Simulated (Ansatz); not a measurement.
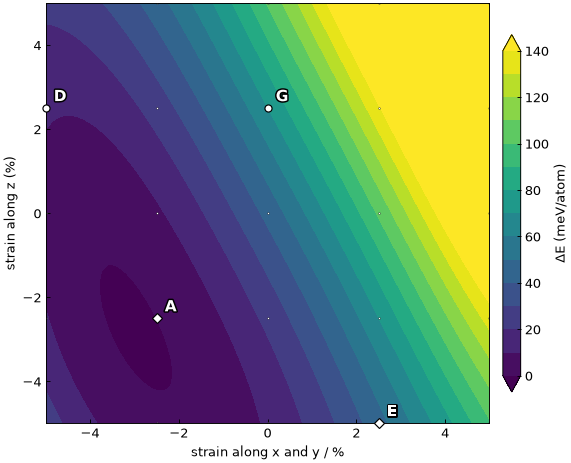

ZnO (Fm-3m, No. 225; 2 atoms in the cell). The cell is strained homogeneously, by one strain along x and y and another along z, with fractional coordinates fixed (x, y and z along the cube axes). The first coordinate is: strain along x and y; the second: strain along z. Grid: 5 × 5 points. Energies: meV/atom, counted from the lowest grid point. The reference cell is the one listed in the database, not relaxed at this level. Method: DFT LDA, scalar-relativistic, plane waves, PAW (Ansatz). Settings: cutoff 420 eV, k-mesh 12×12×12, gaussian smearing 0.05 eV, no spin polarisation.

The picture shows filled contours, dots at the grid points, one colour for all values above the top of the scale, lettered points. Between grid points the surface is interpolated.

Q: Is E the lowest point of the computed grid?

A: No. E lies 46 meV/atom above the lowest grid point, which is at strain along x and y = −2.5 %, strain along z = −2.5 %.

Q: What kind of point is each of A, G: minimum, saddle, maximum or slope?

A: A: minimum; G: on a slope. (In these two coordinates alone; a stationary point may lie a little off the grid point.)

Q: Rank the lettered points by energy, lowest first.

A: A (0 meV/atom), D (12 meV/atom), E (46 meV/atom), G (70 meV/atom).
